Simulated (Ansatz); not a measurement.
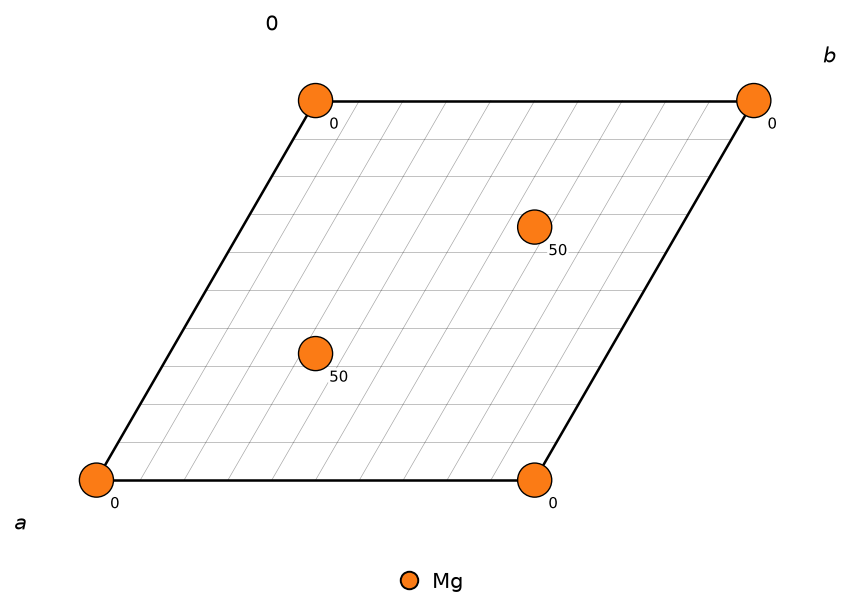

Plan of a unit cell projected along c (a down the page, b across); the numbers are heights in hundredths of c, and atoms on the cell's edges are repeated. The grid marks tenths of a and b. Source: the geometry relaxed with Ansatz, DFT, r2SCAN, plane waves (500 eV) with PAW, scalar-relativistic; the starting structure was generated, so it need not be a known form of this composition. All values are computed from the atomic coordinates in the standard setting (tolerance 0.002 Å).

a = 5.078 Å, b = 5.078 Å, c = 3.069 Å, α = 90.00°, β = 90.00°, γ = 120.00°.

### What does the cell contain?

3 Mg: Mg, Z = 3.

### Which space group?

P6/mmm (No. 191), primitive hexagonal.

### Give the independent sites, coordinates to two places.

| atom | site | symmetry | x | y | z |
| --- | --- | --- | --- | --- | --- |
| Mg | 1a | 6/mmm | 0.00 | 0.00 | 0.00 |
| Mg | 2d | -6m2 | 0.33 | 0.67 | 0.50 |
